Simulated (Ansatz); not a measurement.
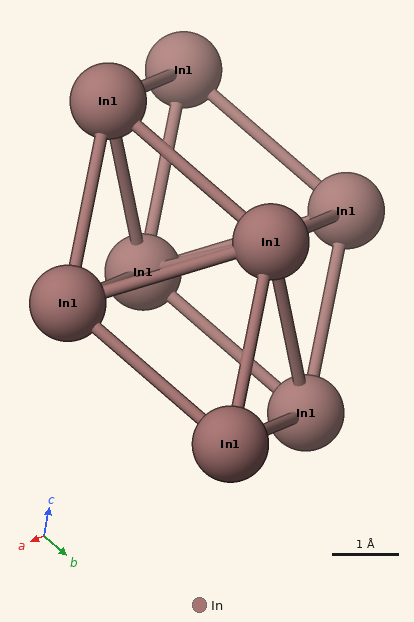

Figure 1. The input geometry of run A (ball-and-stick view of the cell of the calculation, seen slightly off an axis; atoms are numbered from 1 in the order of the input).

**In: a changed input and its effect**

System: In (I4/mmm, 1 atom in the cell).
Method of run A: DFT, r2SCAN, PAW with Ansatz's default frozen-core files, scalar-relativistic; relaxation of cell and atoms, no spin polarisation (Ansatz 0.2.0).

The structure derives from an entry of the Crystallography Open Database. Text and figures count atoms from 1; the logs count them from 0 in places.

**Input, run A**
```yaml
crystal:
  lattice:
    - [-1.62547, 1.62547, 2.4737]
    - [1.62547, -1.62547, 2.4737]
    - [1.62547, 1.62547, -2.4737]
  atoms:
    - { symbol: In, position: [0.0, 0.0, 0.0] }
kpoints:
  mp_grid: { grid: [14, 14, 14] }
scf:
  occupations: { method: fermi_dirac, width: 0.08 }
hamiltonian:
  xc: r2scan
  pseudopotentials: { kind: paw }
relax:
  f_tol: 0.002
  max_steps: 80
  cell: {}
output:
  forces: true
  stress: true
```

Command:
```bash
ansatz run input.yaml --threads 1 --pin off --max-ram 3072MiB --backend cpu --events-out ev --progress --plain --runs-dir out
```

Hardware: 1 thread of Arm Neoverse V2, 24 GiB of memory available, shared host.

**Output, shortened to warnings, some set-up lines, iterations and results (run A)**
```
Basis set: ecut = 500 eV, 641 PW (Γ), exchange–correlation on 100×100×100 points (64 copies of the dense FFT grid, shifted against one another)
Symmetry: 16 space group operations
k-points: 244 of 2744
Initial density: superposition of atomic densities (neutral atoms: chi_scale 0, normalization atom), corrected by the library's trained network
[...]
SCF iter   1: F=—  HF=-5611.821481 eV  |F-HF|=—  |Δ(HF+E_count)|=         —  Δρ=7.97e-3  dr2=8.69e-3  dr2_τ=1.29e-3  ethr=1.77e-3  ⟨swp⟩=5.0  Hψ=16344  notcnv=0
SCF iter   2: F=—  HF=-5611.825421 eV  |F-HF|=—  |Δ(HF+E_count)|=   3.94e-3  Δρ=3.59e-3  dr2=1.77e-3  dr2_τ=7.88e-5  ethr=6.68e-5  ⟨swp⟩=3.0  Hψ=7230  notcnv=0  defer=68
SCF iter   3: F=—  HF=-5611.825403 eV  |F-HF|=—  |Δ(HF+E_count)|=   1.88e-5  Δρ=4.39e-4  dr2=2.71e-5  dr2_τ=1.15e-6  ethr=1.36e-5  ⟨swp⟩=3.0  Hψ=4197  notcnv=0  defer=68
SCF iter   4: F=—  HF=-5611.825422 eV  |F-HF|=—  |Δ(HF+E_count)|=   1.98e-5  Δρ=4.52e-5  dr2=4.64e-7  dr2_τ=6.89e-8  ethr=2.09e-7  ⟨swp⟩=2.0  Hψ=2986  notcnv=0  defer=68
SCF iter   5: F=-5611.825423 eV  HF=-5611.825423 eV  |F-HF|=6.55e-8  |Δ(HF+E_count)|=   7.38e-7  Δρ=1.95e-5  dr2=5.75e-8  dr2_τ=3.61e-9  ethr=3.57e-9  ⟨swp⟩=2.2  Hψ=3978  …
[... 16 lines ...]
SCF iter   2: F=—  HF=-5611.825735 eV  |F-HF|=—  |Δ(HF+E_count)|=   3.10e-8  Δρ=5.64e-6  dr2=2.08e-9  dr2_τ=6.85e-10  ethr=1.03e-10  ⟨swp⟩=2.0  Hψ=4220  notcnv=0
SCF iter   3: F=—  HF=-5611.825735 eV  |F-HF|=—  |Δ(HF+E_count)|=   1.09e-8  Δρ=1.68e-6  dr2=2.11e-10  dr2_τ=6.25e-11  ethr=1.60e-11  ⟨swp⟩=2.0  Hψ=3074  notcnv=0
SCF iter   4: F=-5611.825735 eV  HF=-5611.825735 eV  |F-HF|=2.73e-12  |Δ(HF+E_count)|=   1.11e-9  Δρ=8.59e-8  dr2=1.13e-12  dr2_τ=6.26e-14  ethr=1.00e-12  ⟨swp⟩=3.9  Hψ=11971 …
SCF 4 converged in 4 iterations: F = -5611.825735 eV  dr2 = 1.13e-12
relax step   4: F+E_penalty+E_count = -5611.82573490 eV  Δ(F+E_penalty+E_count) = -1.933e-5 eV  max|allowed force component| = 0.000e0 eV/Å  Δτ_max = 0.0000 Å  P = -0.031 GPa …
basis re-selected at this cell: Δ(F+E_penalty+E_count) = -1.933e-5 eV, ΔP = +0.001 GPa vs the last step (what re-selecting the basis moved, of the pressure what is left beyond the Pulay correction that the steps carried, after the strain that the cell walked since its last selection, with what the …
SCF converged after 4 iterations
Free energy (F): -5611.825735 eV
Harris-Foulkes:  -5611.825735 eV  (|F-HF|=2.73e-12)
Internal energy: -5611.818200 eV  (E = F + TS)
E sigma→0 (E₀):  -5611.821968 eV
Entropy (-TS):   -0.007535 eV (-7.535 meV/atom)
Fermi energy:    10.184182 eV
--- Per-component energies (eV) ---
  E_band       = -31.670108
  E_kinetic    = 241.222128
  E_local      = -1080.098012  (includes V_loc(G=0)·N_el)
  E_nonlocal   = 366.569935
  E_hartree    = 424.370719
  E_xc         = -201.506629
  E_vxc        = -107.619256  (∫ρ·V_xc dr)
  E_paw        = -4181.482836  (= ΣΔE_a)
  E_vpaw       = -308.135475  (= ΣTr[D̂ρ^β])
  E_aug_tail   = 0.000008  (compensation charges beyond the density's cutoff)
  E_vtau       = 7.649129  (kinetic-family band-sum trace: ∫τ·v_τ [+ j·A + Jᵃ·Aᵃ] dr)
  E_ewald      = -1181.859059
  E_core_change = 0.965546  (= ΣΔE_core)
  E_smearing   = -0.007535  (= −TS)
  E_closure    = 0.000000  (closes the sum)
  Σ components = -5611.825735   (vs F -5611.825735, Δ=0.00e0)
--- Forces (eV/Å), atoms counted from 1 ---
  atom   1  In    -0.00000000     0.00000000     0.00000000
  max |Σ_I F_I| component: 6.16e-33 eV/Å
--- Stress (GPa, compression-positive) ---
       -0.043928       0.000000      -0.000000
        0.000000      -0.043928       0.000000
        0.000000       0.000000      -0.005834
  P = ⅓ Tr σ = -0.0312 GPa (-0.312 kbar)
--- Relaxed structure (3 steps of the walk, 3 accepted, 1 SCFs on fresh bases) ---
  F+E_penalty+E_count = -5611.82573490 eV   max|allowed force component| = 0.000e0 eV/Å   (the final SCF, on the basis selected at the relaxed cell)
  cell:  # Å, volume = 26.2798 Å³
    - [-1.6222451155898567, 1.6222451155898567, 2.496489101361165]
    - [1.6222451155898567, -1.6222451155898567, 2.496489101361165]
    - [1.6222451155898567, 1.6222451155898567, -2.496489101361165]
  atoms:
    - { symbol: In, position: [0.0, 0.0, 0.0] }
```

For run B the input was changed thus:
```diff
+  convergence: { dr2_threshold: 1.0e-09 }
+  write_density: true
+  write_potential: true
+  elf: true
+  volumetric_format: npy
```

How does run B compare with run A?

Both reach the same energy, so the change doesn't alter the result. The SCF takes 21 iterations over all geometry steps against 18.

**Output, shortened to warnings, some set-up lines, iterations and results (run B)**
```
Warning: relax.cell: scf.convergence.dr2_threshold = 1e-9 eV is looser than the 1e-10 eV advised for a relaxation that steers and ends on the stress (1e-10 eV for each atom of the cell: 1). What an SCF threshold leaves in a stress goes as its square root, and in the free energy as the threshold itself, and one threshold admits the most on a small cell: of the crystals measured, under no hybrid …
Basis set: ecut = 500 eV, 641 PW (Γ), exchange–correlation on 100×100×100 points (64 copies of the dense FFT grid, shifted against one another)
Symmetry: 16 space group operations
k-points: 244 of 2744
Initial density: superposition of atomic densities (neutral atoms: chi_scale 0, normalization atom), corrected by the library's trained network
[...]
SCF iter   1: F=—  HF=-5611.821481 eV  |F-HF|=—  |Δ(HF+E_count)|=         —  Δρ=7.97e-3  dr2=8.69e-3  dr2_τ=1.29e-3  ethr=1.77e-3  ⟨swp⟩=5.0  Hψ=16344  notcnv=0
SCF iter   2: F=—  HF=-5611.825421 eV  |F-HF|=—  |Δ(HF+E_count)|=   3.94e-3  Δρ=3.59e-3  dr2=1.77e-3  dr2_τ=7.88e-5  ethr=6.68e-5  ⟨swp⟩=3.0  Hψ=7230  notcnv=0  defer=68
SCF iter   3: F=—  HF=-5611.825403 eV  |F-HF|=—  |Δ(HF+E_count)|=   1.88e-5  Δρ=4.39e-4  dr2=2.71e-5  dr2_τ=1.15e-6  ethr=1.36e-5  ⟨swp⟩=3.0  Hψ=4197  notcnv=0  defer=68
SCF iter   4: F=—  HF=-5611.825422 eV  |F-HF|=—  |Δ(HF+E_count)|=   1.99e-5  Δρ=4.52e-5  dr2=4.64e-7  dr2_τ=6.89e-8  ethr=2.09e-7  ⟨swp⟩=2.0  Hψ=2986  notcnv=0  defer=68
SCF iter   5: F=—  HF=-5611.825423 eV  |F-HF|=—  |Δ(HF+E_count)|=   6.19e-7  Δρ=1.95e-5  dr2=5.75e-8  dr2_τ=3.61e-9  ethr=3.57e-9  ⟨swp⟩=2.2  Hψ=3979  notcnv=0  defer=68
[... 19 lines ...]
relax step   3: F+E_penalty+E_count = -5611.82571561 eV  Δ(F+E_penalty+E_count) = -1.040e-4 eV  max|allowed force component| = 0.000e0 eV/Å  Δτ_max = 0.0000 Å  P = -0.032 GPa …
SCF iter   1: F=—  HF=-5611.825735 eV  |F-HF|=—  |Δ(HF+E_count)|=         —  Δρ=1.04e-5  dr2=3.86e-9  dr2_τ=2.61e-8  ethr=1.46e-8  ⟨swp⟩=3.0  Hψ=24623  notcnv=0
SCF iter   2: F=-5611.825735 eV  HF=-5611.825735 eV  |F-HF|=1.11e-8  |Δ(HF+E_count)|=   4.85e-8  Δρ=5.14e-6  dr2=9.75e-10  dr2_τ=6.73e-10  ethr=7.69e-12  ⟨swp⟩=5.9  Hψ=15301  …
SCF 4 converged in 2 iterations: F = -5611.825735 eV  dr2 = 9.75e-10
relax step   4: F+E_penalty+E_count = -5611.82573498 eV  Δ(F+E_penalty+E_count) = -1.936e-5 eV  max|allowed force component| = 0.000e0 eV/Å  Δτ_max = 0.0000 Å  P = -0.031 GPa …
basis re-selected at this cell: Δ(F+E_penalty+E_count) = -1.936e-5 eV, ΔP = +0.001 GPa vs the last step (what re-selecting the basis moved, of the pressure what is left beyond the Pulay correction that the steps carried, after the strain that the cell walked since its last selection, with what the …
SCF converged after 2 iterations
Free energy (F): -5611.825735 eV
Harris-Foulkes:  -5611.825735 eV  (|F-HF|=1.11e-8)
Internal energy: -5611.818201 eV  (E = F + TS)
E sigma→0 (E₀):  -5611.821968 eV
Entropy (-TS):   -0.007534 eV (-7.534 meV/atom)
Fermi energy:    10.184148 eV
--- Per-component energies (eV) ---
  E_band       = -31.670437
  E_kinetic    = 241.222168
  E_local      = -1080.099005  (includes V_loc(G=0)·N_el)
  E_nonlocal   = 366.569841
  E_hartree    = 424.371063
  E_xc         = -201.506638
  E_vxc        = -107.619267  (∫ρ·V_xc dr)
  E_paw        = -4181.482793  (= ΣΔE_a)
  E_vpaw       = -308.135332  (= ΣTr[D̂ρ^β])
  E_aug_tail   = 0.000008  (compensation charges beyond the density's cutoff)
  E_vtau       = 7.649130  (kinetic-family band-sum trace: ∫τ·v_τ [+ j·A + Jᵃ·Aᵃ] dr)
  E_ewald      = -1181.858391
  E_core_change = 0.965546  (= ΣΔE_core)
  E_smearing   = -0.007534  (= −TS)
  E_closure    = 0.000000  (closes the sum)
  Σ components = -5611.825735   (vs F -5611.825735, Δ=0.00e0)
--- Forces (eV/Å), atoms counted from 1 ---
  atom   1  In    -0.00000000     0.00000000    -0.00000000
  max |Σ_I F_I| component: 1.97e-30 eV/Å
--- Stress (GPa, compression-positive) ---
       -0.043834       0.000000      -0.000000
        0.000000      -0.043834      -0.000000
       -0.000000       0.000000      -0.006145
  P = ⅓ Tr σ = -0.0313 GPa (-0.313 kbar)
--- Relaxed structure (3 steps of the walk, 3 accepted, 1 SCFs on fresh bases) ---
  F+E_penalty+E_count = -5611.82573498 eV   max|allowed force component| = 0.000e0 eV/Å   (the final SCF, on the basis selected at the relaxed cell)
  cell:  # Å, volume = 26.2799 Å³
    - [-1.6222384192006194, 1.6222384192006194, 2.4965134372464455]
    - [1.6222384192006194, -1.6222384192006194, 2.4965134372464455]
    - [1.6222384192006194, 1.6222384192006194, -2.4965134372464455]
  atoms:
    - { symbol: In, position: [0.0, 0.0, 0.0] }
```

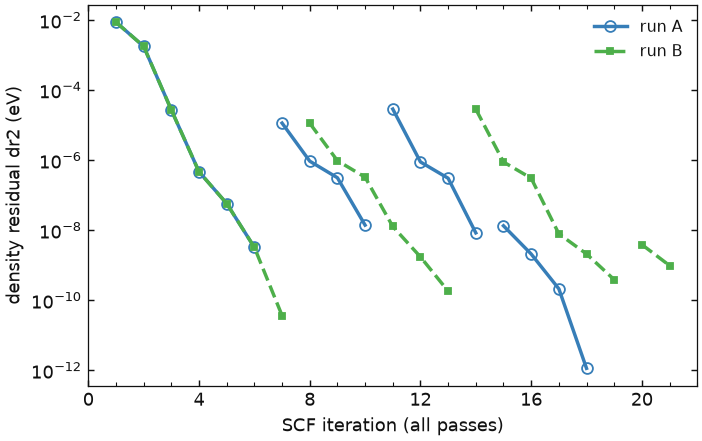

Figure 2. Convergence of the two runs: density residual dr2 against the SCF iteration. A break in a curve parts two SCF passes. Run A takes 18 iterations in all, and run B takes 21.

**The two runs side by side**

| quantity | run A | run B |
| --- | --- | --- |
| outcome | converged | converged |
| free energy per atom (eV) | −5611.8257 | −5611.8257 |
| energy per atom, smearing taken to zero (eV) | −5611.8220 | −5611.8220 |
| pressure (GPa) | −0.03 | −0.03 |
| largest force (eV/Å) | 0.000 | 0.000 |
| SCF iterations | 18 | 21 |
| irreducible k-points | 244 | 244 |
| wall time (shared host) | 25 s | 27 s |

For run B: Warnings: the SCF threshold is looser than advised for the printed stress.
